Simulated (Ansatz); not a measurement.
Input file:

```
crystal:
  lattice:
    - [3.1239380587, 0.0, 0.0]
    - [-1.5619690294, 2.7054097187, 0.0]
    - [0.0, 0.0, 16.9375357456]
  atoms:
    - { symbol: W, position: [0.3359117343, 0.6718234686, 0.0] }
    - { symbol: S, position: [0.6592740711, 0.3185481421, 0.9071511715] }
    - { symbol: S, position: [0.6592740711, 0.3185481421, 0.0928488285] }
basis:
  ecutwfc: 420
kpoints:
  mp_grid: { grid: [12, 12, 2] }
hamiltonian:
  xc: pbesol
  pseudopotentials: { kind: paw, azcp: { folder: soft_1 } }
  dispersion: d3bj
scf:
  occupations: { method: gaussian, width: 0.05 }
output:
  forces: true
  stress: true
  eigenvalues: true
  write_density: true
  write_potential: true
  elf: true
  volumetric_format: npy
```

Command:

```sh
ansatz run input.yaml --threads 1 --pin off --max-ram 2048MiB --backend cpu --events-out ev --progress --plain --runs-dir out
```

Below, planes, directions and counts refer to the conventional cell (a = 16.94 Å, b = 3.12 Å, c = 5.41 Å, α = 90.00°, β = 90.00°, γ = 90.00°).

Space group Amm2; a structure from a database of computed crystals, not necessarily the ambient phase; changed on purpose from its base cell (mode 7 frozen in at -0.040 Å, equal normal strain along x, y and z +0.0000); not relaxed (largest force 1.2 eV/Å); PAW files of the earlier set (soft_1).

Theory: DFT PBEsol+D3(BJ), scalar-relativistic, plane waves, PAW in Ansatz.

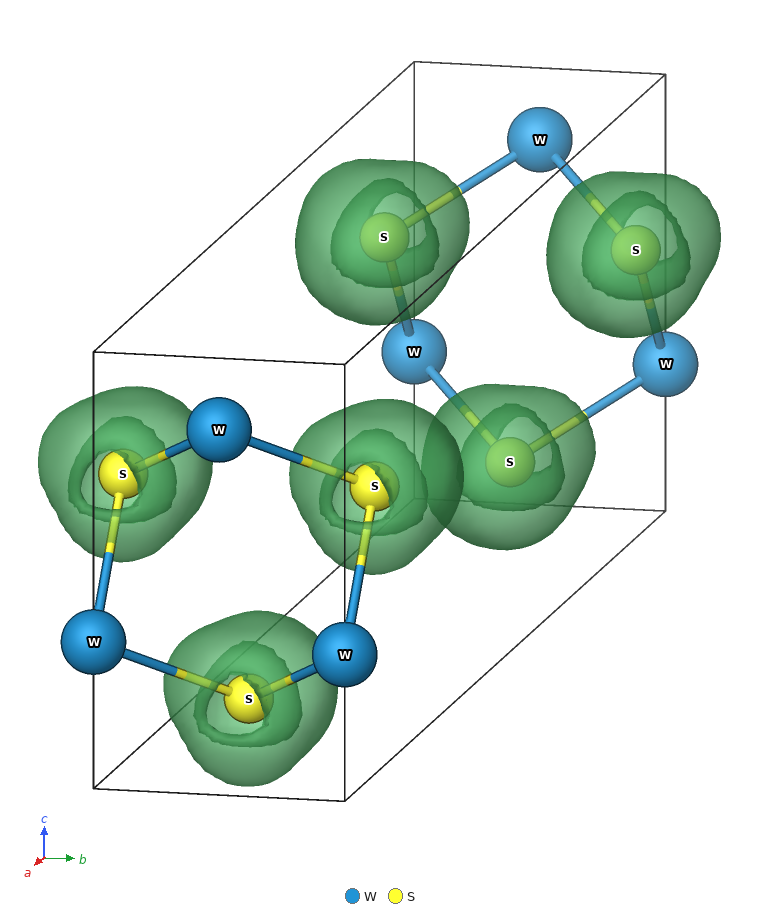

WS2. Isosurface of the ELF at 0.75 (green), seen slightly off an axis. Core shells and regions of very low density are left out. Sticks mark near contacts.

Q: Identify the bonds, lone pairs and shells in this picture.

A: The ELF exceeds this value in four regions wrapped around S (the valence shell of each), counted in one cell of 6 atoms. Regions shared between cells count once.

Values along the shortest contacts:
W–S (2.35 Å): the ELF peaks at about 0.85 in the valence shell of S, 0.8 Å from its nucleus, and is about 0.50 at the midpoint. W–S (2.41 Å): the ELF peaks at about 0.85 in the valence shell of S, 0.8 Å from its nucleus, and is about 0.45 at the midpoint.

Q: Does the calculation make it a metal, or give it a gap?

A: It is gapped, with a Kohn–Sham gap of 1.9 eV on the k-point mesh, an upper bound to the gap of this method.
